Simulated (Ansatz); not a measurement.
# Ir: single-point calculation

The run: single-point calculation of Ir (P6₃/mmc, 2 atoms in the cell). Method and program: DFT, PBEsol, plane waves, PAW, no spin polarisation (Ansatz 0.2.0).

The structure was made by swapping elements on the sites of another compound; it need not be a known phase. Some settings of this run were made unusual or wrong on purpose. Figures and captions count atoms from 1; the log counts them from 0 in places.

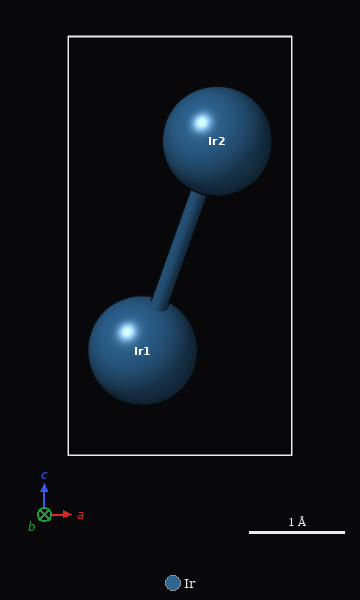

*The structure as given in the input (ball-and-stick view of the cell of the calculation, along the b axis; atoms are numbered from 1 in the order of the input).*

Near neighbours in the crystal (not all of them lie inside the picture): Ir has 12 Ir at 2.71 to 2.72 Å.

## Input
```yaml
crystal:
  lattice:
    - [2.719023339, 0.0, 0.0]
    - [-1.3595116695, 2.3547432851, 0.0]
    - [0.0, 0.0, 4.407985196]
  atoms:
    - { symbol: Ir, position: [0.3333333333, 0.6666666667, 0.25] }
    - { symbol: Ir, position: [0.6666666667, 0.3333333333, 0.75] }
basis:
  ecutwfc: 420
kpoints:
  mp_grid: { grid: [1, 1, 1] }
hamiltonian:
  xc: pbesol
scf:
  occupations: { method: gaussian, width: 0.1 }
  max_iter: 75
output:
  forces: true
  eigenvalues: true
  stress: true
```

Hardware: 1 thread of Intel Xeon (Granite Rapids), 128 GiB of memory available, shared host.

Launch command:
```bash
ansatz run input.yaml --threads 1 --pin off --max-ram 2560MiB --backend cpu --events-out ev --progress --plain --runs-dir out
```

## The program's output
```
Engine: ansatz 0.2.0, x86_64-unknown-linux-gnu
Pseudopotentials: kind: paw
Pseudopotential: Ir, paw, valence charge 17, recommended cutoff 420 eV (normal), Ir.paw.azcp
Functional definition: PBEsol
  exchange = pbesol_x
  correlation = pbesol_c
Crystal: 2 atoms, lattice volume = 28.223 Å³
Basis set: ecut = 420 eV, 549 PW (Γ), exchange–correlation on 40×40×60 points (8 copies of the dense FFT grid, shifted against one another)
Bands: 21, of which v1, the nominal top of the filled ones, is band 17 counted from 1 (16 counted from 0)
Symmetry: 24 space group operations
Space group: P63/mmc (ITA 194), of the structure as read, at distance tolerance 3.0e-5 Å
k-points: 1
Non-local potential: Ir, projectors of the file, l = 0: 3, l = 1: 2, l = 2: 2, l = 3: 1
PAW form: soft (Blöchl's): semilocal exchange-correlation on the pseudo side does not see the compensation charge
PAW frozen core: Ir, regenerated for the run's functional, and the local potential with it (the file was generated under x = pbe(κ = 0.804, μ = 0.2195149727645171), c = pbe(β = 0.06672455060314922))
PAW one-centre angular grid: Ir, 590 points (default); XC on 64 Gauss nodes
Initial density: superposition of atomic densities (neutral atoms: chi_scale 0, normalization atom), corrected by the library's trained network
Initial wavefunctions: pseudopotential atomic-orbital guess
Functional: x = pbesol(κ = 0.804, μ = 0.12345679012345678), c = pbesol(β = 0.046)
SCF iter   1: F=—  HF=-23603.404456 eV  |F-HF|=—  |Δ(HF+E_count)|=         —  Δρ=1.56e-1  dr2=5.00e0  ethr=1.77e-3  ⟨swp⟩=5.0  Hψ=86  notcnv=0
preconditioner: auto → none  [insulator: Δε(μ)=1.452 eV  Ē_g=6.426 eV  σ=0.100 eV  W_gap=1.00  n_scr=8 (ndim 8)  ℏωp=29.7 eV  f_vac=0.000  D(μ)=0.00/eV (n_scr^D=0)  ε∞_Penn≈22.3]
SCF iter   2: F=—  HF=-23601.335616 eV  |F-HF|=—  |Δ(HF+E_count)|=    2.07e0  Δρ=6.14e-2  dr2=6.43e-1  ethr=1.77e-3  ⟨swp⟩=3.0  Hψ=49  notcnv=0
SCF iter   3: F=—  HF=-23601.101761 eV  |F-HF|=—  |Δ(HF+E_count)|=   2.34e-1  Δρ=1.08e-2  dr2=1.68e-2  ethr=1.77e-3  ⟨swp⟩=2.0  Hψ=34  notcnv=0
SCF iter   4: F=—  HF=-23601.102026 eV  |F-HF|=—  |Δ(HF+E_count)|=   2.65e-4  Δρ=9.13e-3  dr2=1.89e-2  ethr=4.93e-5  ⟨swp⟩=2.0  Hψ=42  notcnv=0
SCF iter   5: F=—  HF=-23601.100526 eV  |F-HF|=—  |Δ(HF+E_count)|=   1.50e-3  Δρ=8.01e-3  dr2=1.53e-2  ethr=4.93e-5  ⟨swp⟩=2.0  Hψ=29  notcnv=0
SCF iter   6: F=—  HF=-23601.098262 eV  |F-HF|=—  |Δ(HF+E_count)|=   2.26e-3  Δρ=2.22e-3  dr2=1.14e-3  ethr=4.50e-5  ⟨swp⟩=1.0  Hψ=21  notcnv=0
SCF iter   7: F=—  HF=-23601.098025 eV  |F-HF|=—  |Δ(HF+E_count)|=   2.37e-4  Δρ=2.89e-4  dr2=1.75e-5  ethr=3.35e-6  ⟨swp⟩=1.0  Hψ=21  notcnv=0
SCF iter   8: F=—  HF=-23601.098028 eV  |F-HF|=—  |Δ(HF+E_count)|=   3.26e-6  Δρ=1.15e-4  dr2=3.11e-6  ethr=5.14e-8  ⟨swp⟩=2.0  Hψ=29  notcnv=0
SCF iter   9: F=—  HF=-23601.098028 eV  |F-HF|=—  |Δ(HF+E_count)|=   2.09e-7  Δρ=7.68e-5  dr2=1.37e-6  ethr=9.14e-9  ⟨swp⟩=1.0  Hψ=21  notcnv=0
SCF iter  10: F=-23601.098028 eV  HF=-23601.098028 eV  |F-HF|=4.29e-8  |Δ(HF+E_count)|=   2.01e-7  Δρ=1.89e-5  dr2=8.30e-8  ethr=2.94e-10  ⟨swp⟩=3.0  Hψ=71  notcnv=0
SCF 1 converged in 10 iterations: F = -23601.098028 eV  dr2 = 8.30e-8
  greatest PAW one-centre occupation: 1.006 electrons in one spin orbital (limit 2), on the Ir atom at site 1 (counted from 0), in its partial waves of l = 1
```

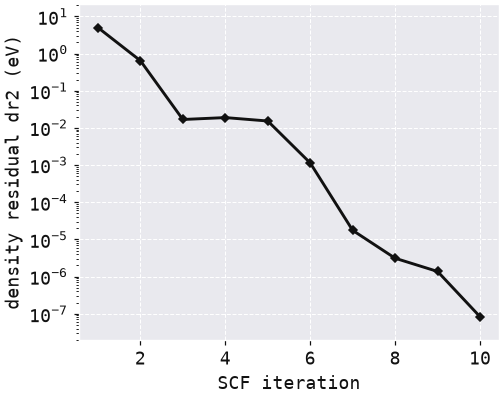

*Convergence of the self-consistent field: density residual dr2 against the SCF iteration.*

The residual falls almost steadily, with no more than small rises.

```
SCF converged after 10 iterations
Free energy (F): -23601.098028 eV
Harris-Foulkes:  -23601.098028 eV  (|F-HF|=4.29e-8)
Internal energy: -23601.071753 eV  (E = F + TS)
E sigma→0 (E₀):  -23601.084890 eV
Entropy (-TS):   -0.026275 eV (-13.137 meV/atom)
Fermi energy:    24.330781 eV
--- Per-component energies (eV) ---
  E_band       = -137.809337
  E_kinetic    = 1255.932036
  E_local      = -2179.441401  (includes V_loc(G=0)·N_el)
  E_nonlocal   = 162.242052
  E_hartree    = 851.213337
  E_xc         = -535.925288
  E_vxc        = -603.256894  (∫ρ·V_xc dr)
  E_paw        = -18181.935161  (= ΣΔE_a)
  E_vpaw       = -475.699956  (= ΣTr[D̂ρ^β])
  E_aug_tail   = 0.000105  (compensation charges beyond the density's cutoff)
  E_ewald      = -4973.688003
  E_core_change = 0.530570  (= ΣΔE_core)
  E_smearing   = -0.026275  (= −TS)
  E_closure    = 0.000000  (closes the sum)
  Σ components = -23601.098028   (vs F -23601.098028, Δ=0.00e0)
--- Forces (eV/Å), atoms counted from 1 ---
  atom   1  Ir     0.00000000     0.00000000     0.00000000
  atom   2  Ir    -0.00000000    -0.00000000    -0.00000000
  max |Σ_I F_I| component: 1.65e-24 eV/Å
--- Stress (GPa, compression-positive) ---
       68.552579      -0.000000       0.000000
       -0.000000      68.552579       0.000000
        0.000000       0.000000     -92.705813
  P = ⅓ Tr σ = 14.7998 GPa (147.998 kbar)
--- Band table (eV) ---
  k-point 0: bands = ["-65.7715", "-65.6947", "-24.2300", "-23.3651", "-21.9433", "-21.9433", "-21.8103", "-21.8103", "14.5656", "18.4347", "22.2468", "23.4123", "23.4123", "23.6045", "23.6045", "24.1861", "24.1861", "24.4540", "26.4935", "26.4935", "33.0409"]
```

## What the run reported

```json
{"quantity": "outcome", "value": "converged"}
{"quantity": "space group (tolerance 0.01 Å)", "value": "P6₃/mmc (194)"}
{"quantity": "electrons treated", "value": "34"}
{"quantity": "free energy", "value": "−23601.0980 eV"}
{"quantity": "Fermi energy", "value": "24.331 eV"}
{"quantity": "gap on the k-point mesh", "value": "0.27 eV"}
{"quantity": "pressure", "value": "14.80 GPa"}
{"quantity": "largest force (length of the vector)", "value": "under 0.001 eV/Å"}
{"quantity": "peak memory", "value": "0.28 GiB"}
```

The input was spoiled on purpose: one k-point for a small cell (`kpoints.mp_grid.grid`). One point cannot sample the zone of a small cell. The program still converged, but the numbers can't be taken as results for the intended system.
